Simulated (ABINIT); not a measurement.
Run report: Ni, single-point calculation

- system: Ni (P6₃/mmc, 2 atoms in the cell)
- method: Kohn-Sham DFT of a periodic cell, BLYP, JTH PAW PBE v2.0, spin-polarised (ABINIT 10.8.3)

The structure derives from a Materials Project entry.

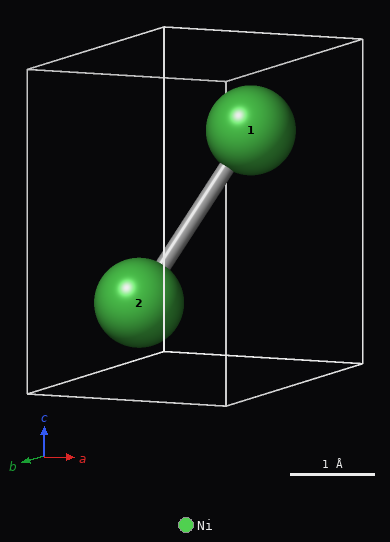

*The structure as given in the input (ball-and-stick view of the cell of the calculation, seen at an oblique angle; atoms are numbered from 1 in the order of the input). An atom can appear more than once, as a periodic image.*

Near neighbours in the periodic cell (some may lie outside the picture): Ni has 12 Ni at 2.45 to 2.48 Å.

**Input**
```
# Pseudopotentials
pp_dirpath "./"
pseudos "Ni.GGA_PBE-JTH.xml"

# Structure
acell 4.6260928237 4.6260928238 7.6964908656
rprim
     1.0000000000     0.0000000000     0.0000000000
    -0.5000000000     0.8660254038     0.0000000000
     0.0000000000     0.0000000000     1.0000000000
ntypat 1
znucl 28
natom 2
typat 1 1
xred
     0.6666666667     0.3333333333     0.7500000000
     0.3333333333     0.6666666667     0.2500000000

# Plane-wave basis
ecut 49.0
pawecutdg 73.5
pawxcdev 0

# k points
kptopt 1
ngkpt 8 8 5
nshiftk 1
shiftk 0.0 0.0 0.0

# Exchange and correlation
ixc -106131

# Bands and occupations
nband 23
occopt 3
tsmear 0.00183747

# Spin
nsppol 2
spinat
     0.0000000000     0.0000000000     1.0000000000
     0.0000000000     0.0000000000     1.0000000000

# SCF cycle
nstep 100
tolvrs 1.0e-9

# Output
iomode 3
prtwf 0
prtden 0
prteig 0
prtebands 0
```

Command:
```bash
abinit run.abi > log 2>&1
```

**Log**
```
.Version 10.8.3 of ABINIT
 Symmetries : space group P6_3/m m c (#194); Bravais hP (primitive hexag.)
================================================================================
 Values of the parameters that define the memory need of the present run
     intxc =       0    ionmov =       0      iscf =      17    lmnmax =      18
     lnmax =       6     mgfft =      50  mpssoang =       3    mqgrid =    3001
     natom =       2  nloc_mem =       2    nspden =       2   nspinor =       1
    nsppol =       2      nsym =      24    n1xccc =       1    ntypat =       1
    occopt =       3   xclevel =       2
       mpw =        2376          nfft =       45000          nkpt =          30
 PAW method is used; the additional fine FFT grid is defined by:
   mgfftf=        60    nfftf =     77760
================================================================================
================================================================================

--------------------------------------------------------------------------------
------------- Echo of variables that govern the present computation ------------
--------------------------------------------------------------------------------
 -outvars: echo values of preprocessed input variables --------
            acell      4.6260928237E+00  4.6260928238E+00  7.6964908656E+00 Bohr
              amu      5.86900000E+01
             ecut      4.90000000E+01 Hartree
              ixc     -106131
         kptrlatt        8    0    0      0    8    0      0    0    5
          kptrlen      3.70087426E+01
            natom           2
            nband          23
            ngfft          30      30      50
          ngfftdg          36      36      60
             nkpt          30
           nspden           2
           nsppol           2
            nstep         100
             nsym          24
           ntypat           1
           occopt           3
        pawecutdg      7.35000000E+01 Hartree
         pawxcdev           0
           prtden           0
        prtebands           0
           prteig           0
            prtwf           0
            rprim      1.0000000000E+00  0.0000000000E+00  0.0000000000E+00
                      -5.0000000000E-01  8.6602540380E-01  0.0000000000E+00
                       0.0000000000E+00  0.0000000000E+00  1.0000000000E+00
          spgroup         194
           spinat      0.0000000000E+00  0.0000000000E+00  1.0000000000E+00
                       0.0000000000E+00  0.0000000000E+00  1.0000000000E+00
           tolvrs      1.00000000E-09
           tsmear      1.83747000E-03 Hartree
            typat      1  1
           useylm           1
           xangst      1.2240114481E+00  7.0668333907E-01  3.0546056754E+00
                      -1.7639245558E-11  1.4133666781E+00  1.0182018918E+00
            xcart      2.3130464118E+00  1.3354379686E+00  5.7723681492E+00
                      -3.3333343172E-11  2.6708759372E+00  1.9241227164E+00
             xred      6.6666666667E-01  3.3333333333E-01  7.5000000000E-01
                       3.3333333333E-01  6.6666666667E-01  2.5000000000E-01
            znucl       28.00000

================================================================================

 chkinp: Checking input parameters for consistency.

================================================================================
== DATASET  1 ==================================================================

--- !DatasetInfo
iteration_state: {dtset: 1, }
dimensions: {natom: 2, nkpt: 30, mband: 23, nsppol: 2, nspinor: 1, nspden: 2, mpw: 2376, }
cutoff_energies: {ecut:  49.0, pawecutdg:  73.5, }
electrons: {nelect:   3.60000000E+01, charge:   0.00000000E+00, occopt:   3.00000000E+00, tsmear:   1.83747000E-03, }
meta: {optdriver: 0, ionmov: 0, optcell: 0, iscf: 17, paral_kgb: 0, }
...

 Real(R)+Recip(G) space primitive vectors, cartesian coordinates (Bohr,Bohr^-1):
 R(1)=  4.6260928  0.0000000  0.0000000  G(1)=  0.2161651  0.1248030  0.0000000
 R(2)= -2.3130464  4.0063139  0.0000000  G(2)=  0.0000000  0.2496060  0.0000000
 R(3)=  0.0000000  0.0000000  7.6964909  G(3)=  0.0000000  0.0000000  0.1299293
 Unit cell volume ucvol=  1.4264353E+02 bohr^3
 Angles (23,13,12)=  9.00000000E+01  9.00000000E+01  1.20000000E+02 degrees

 Coarse grid specifications (used for wave-functions):

 getcut: wavevector=  0.0000  0.0000  0.0000  ngfft=  30  30  50
         ecut(hartree)=     49.000   => boxcut(ratio)=   2.05952

 Fine grid specifications (used for densities):

 getcut: wavevector=  0.0000  0.0000  0.0000  ngfft=  36  36  60
         ecut(hartree)=     73.500   => boxcut(ratio)=   2.01641

--- Pseudopotential description ------------------------------------------------
- pspini: atom type   1  psp file is ./Ni.GGA_PBE-JTH.xml
 Pseudopotential format is: paw10
 basis_size (lnmax)=  6 (lmn_size= 18), orbitals=   0   0   1   1   2   2
 Spheres core radius: rc_sph= 1.81432190
 Shapefunction is SIN type: shapef(r)=[sin(pi*r/rshp)/(pi*r/rshp)]**2
 Radius for shape functions =  1.60094920
 Compensation charge density is not taken into account in XC energy/potential

   1.58344200E+03                                ecore*ucvol(ha*bohr**3)
--------------------------------------------------------------------------------

================================================================================

--- !BeginCycle
iteration_state: {dtset: 1, }
solver: {iscf: 17, nstep: 100, nline: 4, wfoptalg: 10, }
tolerances: {tolvrs: 1.00E-09, }
...

     iter   Etot(hartree)      deltaE(h)  residm     nres2   difmagsph maxmagsph
 ETOT  1  -340.36517164267    -3.404E+02 4.774E+00 6.956E+01 2.840E-01 2.840E-01
 ETOT  2  -341.86989367194    -1.505E+00 2.502E-02 2.660E+02 7.821E-02 3.622E-01
 ETOT  3  -341.69674178171     1.732E-01 3.468E-02 1.350E+00 2.584E-01 6.206E-01
 ETOT  4  -341.69878022867    -2.038E-03 2.302E-02 9.355E+00 4.401E-03 6.162E-01
 ETOT  5  -341.69473943813     4.041E-03 2.471E-03 1.523E+00 4.119E-02 6.574E-01
 ETOT  6  -341.69430032058     4.391E-04 5.958E-03 4.299E-01 1.950E-02 6.769E-01
 ETOT  7  -341.69410433887     1.960E-04 1.729E-03 1.684E-03 1.388E-02 6.908E-01
 ETOT  8  -341.69410737766    -3.039E-06 5.972E-04 1.131E-03 2.776E-03 6.936E-01
 ETOT  9  -341.69410688358     4.941E-07 2.546E-04 5.049E-06 7.618E-04 6.928E-01
 ETOT 10  -341.69410688280     7.808E-10 2.118E-04 1.203E-06 5.376E-05 6.928E-01
 ETOT 11  -341.69410688422    -1.418E-09 8.692E-05 2.077E-07 4.984E-05 6.928E-01
 ETOT 12  -341.69410688433    -1.106E-10 1.559E-04 2.663E-08 4.255E-06 6.928E-01
 ETOT 13  -341.69410688438    -4.724E-11 4.828E-05 9.909E-09 5.373E-06 6.928E-01
 ETOT 14  -341.69410688437     4.093E-12 1.141E-04 2.267E-10 4.024E-07 6.928E-01

 At SCF step   14       nres2   =  2.27E-10 < tolvrs=  1.00E-09 =>converged.

 Cartesian components of stress tensor (hartree/bohr^3)
  sigma(1 1)= -6.50844180E-04  sigma(3 2)=  0.00000000E+00
  sigma(2 2)= -6.50844186E-04  sigma(3 1)=  0.00000000E+00
  sigma(3 3)= -5.34774504E-04  sigma(2 1)=  9.63123637E-13

--- !ResultsGS
iteration_state: {dtset: 1, }
comment   : Summary of ground state results
lattice_vectors:
- [  4.6260928,   0.0000000,   0.0000000, ]
- [ -2.3130464,   4.0063139,   0.0000000, ]
- [  0.0000000,   0.0000000,   7.6964909, ]
lattice_lengths: [   4.62609,    4.62609,    7.69649, ]
lattice_angles: [ 90.000,  90.000, 120.000, ] # degrees, (23, 13, 12)
lattice_volume:   1.4264353E+02
convergence: {deltae:  4.093E-12, res2:  2.267E-10, residm:  1.141E-04, diffor: null, }
etotal    :  -3.41694107E+02
entropy   :   0.00000000E+00
fermie    :   4.57628079E-01
cartesian_stress_tensor: # hartree/bohr^3
- [ -6.50844180E-04,   9.63123637E-13,   0.00000000E+00, ]
- [  9.63123637E-13,  -6.50844186E-04,   0.00000000E+00, ]
- [  0.00000000E+00,   0.00000000E+00,  -5.34774504E-04, ]
pressure_GPa:   1.8010E+01
xred      :
- [  6.6667E-01,   3.3333E-01,   7.5000E-01, Ni]
- [  3.3333E-01,   6.6667E-01,   2.5000E-01, Ni]
cartesian_forces: # hartree/bohr
- [  2.32822412E-28,   2.90573250E-39,  -0.00000000E+00, ]
- [ -2.32822412E-28,  -2.90573250E-39,  -0.00000000E+00, ]
force_length_stats: {min:   2.32822412E-28, max:   2.32822412E-28, mean:   2.32822412E-28, }
...

 Integrated electronic and magnetization densities in atomic spheres:
 ------------------------------------------------------------------------------------------------------------
 Radius=ratsph(iatom), smearing ratsm=  0.0000. Diff(up-dn)=approximate z local magnetic moment.
    Atom    Radius    up_density   dn_density  Total(up+dn)  Diff(up-dn)
    1 Ni   1.81432     8.293398     7.600573     15.893971     0.692826
    2 Ni   1.81432     8.293398     7.600573     15.893971     0.692826
 ------------------------------------------------------------------------------------------------------------
  Sum:                16.586797    15.201145     31.787942     1.385651
 Total magnetization (from the atomic spheres):                1.385651
 Total magnetization (exact up - dn):                          1.323129

================================================================================

 ----iterations are completed or convergence reached----

 Mean square residual over all n,k,spin=   13.199E-08; max=  11.411E-05
 reduced coordinates (array xred) for    2 atoms
       0.666666666667      0.333333333333      0.750000000000
       0.333333333333      0.666666666667      0.250000000000
 rms dE/dt=  7.6160E-28; max dE/dt=  5.3853E-28; dE/dt below (all hartree)
    1      -0.000000000000      0.000000000000      0.000000000000
    2       0.000000000000     -0.000000000000      0.000000000000

 cartesian coordinates (angstrom) at end:
    1      1.22401144807277     0.70668333906906     3.05460567542669
    2     -0.00000000001764     1.41336667813813     1.01820189180890

 cartesian forces (hartree/bohr) at end:
    1      0.00000000000000     0.00000000000000    -0.00000000000000
    2     -0.00000000000000    -0.00000000000000    -0.00000000000000
 frms,max,avg= 1.3442008E-28 2.3282241E-28   0.000E+00  0.000E+00  0.000E+00 h/b

 cartesian forces (eV/Angstrom) at end:
    1      0.00000000000000     0.00000000000000    -0.00000000000000
    2     -0.00000000000000    -0.00000000000000    -0.00000000000000
 frms,max,avg= 6.9121585E-27 1.1972210E-26   0.000E+00  0.000E+00  0.000E+00 e/A
 length scales=  4.626092823700  4.626092823800  7.696490865600 bohr
              =  2.448022896163  2.448022896216  4.072807567236 angstroms
 Fermi (or HOMO) energy (hartree) =   0.45763   Average Vxc (hartree)=  -0.47156
 Magnetization (Bohr magneton)=  1.32313031E+00
 Total spin up =  1.86615652E+01   Total spin down =  1.73384348E+01
 Eigenvalues (hartree) for nkpt=  30  k points, SPIN UP:
 kpt#   1, nband= 23, wtk=  0.00313, kpt=  0.0000  0.0000  0.0000 (reduced coord)
  -3.34709   -3.34578   -1.89743   -1.89127   -1.89127   -1.89012   -1.89012   -1.88891
   0.11988    0.27172    0.36142    0.36766    0.36766    0.37733    0.37733    0.39625
   0.39625    0.43108    0.43108    0.44435    0.66155    1.31452    1.38119
      occupation numbers for kpt#   1
   1.00000    1.00000    1.00000    1.00000    1.00000    1.00000    1.00000    1.00000
   1.00000    1.00000    1.00000    1.00000    1.00000    1.00000    1.00000    1.00000
   1.00000    1.00000    1.00000    0.99927    0.00000    0.00000    0.00000
 prteigrs : prtvol=0 or 1, do not print more k-points.

 Eigenvalues (hartree) for nkpt=  30  k points, SPIN DOWN:
 kpt#   1, nband= 23, wtk=  0.00313, kpt=  0.0000  0.0000  0.0000 (reduced coord)
  -3.31532   -3.31397   -1.86752   -1.85996   -1.85996   -1.85876   -1.85876   -1.85868
   0.12004    0.28762    0.38874    0.39370    0.39370    0.40407    0.40407    0.42070
   0.42070    0.44377    0.45707    0.45707    0.67851    1.31148    1.38582
      occupation numbers for kpt#   1
   1.00000    1.00000    1.00000    1.00000    1.00000    1.00000    1.00000    1.00000
   1.00000    1.00000    1.00000    1.00000    1.00000    1.00000    1.00000    1.00000
   1.00000    0.99947    0.57520    0.57520    0.00000    0.00000    0.00000
 prteigrs : prtvol=0 or 1, do not print more k-points.

--- !EnergyTerms
iteration_state     : {dtset: 1, }
comment             : Components of total free energy in Hartree
kinetic             :  5.79971616682533E+01
hartree             :  7.90765317069280E+01
xc                  : -1.32348939924367E+01
Ewald energy        : -2.25636198883345E+02
psp_core            :  1.11006928332796E+01
local_psp           : -2.39304177250043E+02
PAW spherical_terms : -1.16919632273430E+01
internal            : -3.41692847144707E+02
'-kT*entropy'       : -1.26168470627962E-03
total_energy        : -3.41694108829413E+02
total_energy_eV     : -9.29797037333342E+03
...

--- !EnergyTermsDC
iteration_state     : {dtset: 1, }
comment             : '"Double-counting" decomposition of free energy'
band_energy         : -2.84599499064850E+01
Ewald energy        : -2.25636198883345E+02
psp_core            :  1.11006928332796E+01
xc_dc               : -7.51211130902318E+01
PAW spherical_terms : -2.35762761528830E+01
internal            : -3.41692845199665E+02
'-kT*entropy'       : -1.26168470627962E-03
total_energy_dc     : -3.41694106884371E+02
total_energy_dc_eV  : -9.29797032040615E+03
...

--- !EnergyTermsWithPAWCore
iteration_state     : {dtset: 1, }
comment             : 'Components of total free energy, including PAW core contributions'
Total energy        : -3.04221523630226E+03
Total energy DC     : -3.04221523435722E+03
Total energy (eV)   : -8.27828938384292E+04
Total energy DC (eV): -8.27828937855019E+04
...

 Cartesian components of stress tensor (hartree/bohr^3)
  sigma(1 1)= -6.50844180E-04  sigma(3 2)=  0.00000000E+00
  sigma(2 2)= -6.50844186E-04  sigma(3 1)=  0.00000000E+00
  sigma(3 3)= -5.34774504E-04  sigma(2 1)=  9.63123637E-13

-Cartesian components of stress tensor (GPa)         [Pressure=  1.8010E+01 GPa]
- sigma(1 1)= -1.91484969E+01  sigma(3 2)=  0.00000000E+00
- sigma(2 2)= -1.91484970E+01  sigma(3 1)=  0.00000000E+00
- sigma(3 3)= -1.57336091E+01  sigma(2 1)=  2.83360757E-08

== END DATASET(S) ==============================================================
================================================================================

 -outvars: echo values of variables after computation  --------
            acell      4.6260928237E+00  4.6260928238E+00  7.6964908656E+00 Bohr
           etotal     -3.4169410688E+02
            fcart      2.3282241198E-28  2.9057324956E-39 -0.0000000000E+00
                      -2.3282241198E-28 -2.9057324956E-39 -0.0000000000E+00
            rprim      1.0000000000E+00  0.0000000000E+00  0.0000000000E+00
                      -5.0000000000E-01  8.6602540380E-01  0.0000000000E+00
                       0.0000000000E+00  0.0000000000E+00  1.0000000000E+00
           strten     -6.5084417977E-04 -6.5084418588E-04 -5.3477450404E-04
                       0.0000000000E+00  0.0000000000E+00  9.6312363740E-13
           xangst      1.2240114481E+00  7.0668333907E-01  3.0546056754E+00
                      -1.7639245558E-11  1.4133666781E+00  1.0182018918E+00
             xred      6.6666666667E-01  3.3333333333E-01  7.5000000000E-01
                       3.3333333333E-01  6.6666666667E-01  2.5000000000E-01
 Calculation completed.
```

**Results in brief**

- outcome: converged
- space group (tolerance 0.01 Å): P6₃/mmc (194)
- electrons treated: 36
- free energy: −9297.9703 eV
- Fermi energy: 12.453 eV
- gap on the k-point mesh: none (metallic)
- net moment of the cell: 1.32 μB
- pressure: 18.01 GPa
- largest force (length of the vector): under 0.001 eV/Å
- hardware: 1 thread of Arm Neoverse V1, 24 GiB of memory available, shared host
- wall time: 2.1 min
- peak memory: 0.19 GiB

**Remarks**

The cell is under a pressure of 18.0 GPa at this level, so it is not at its equilibrium volume.
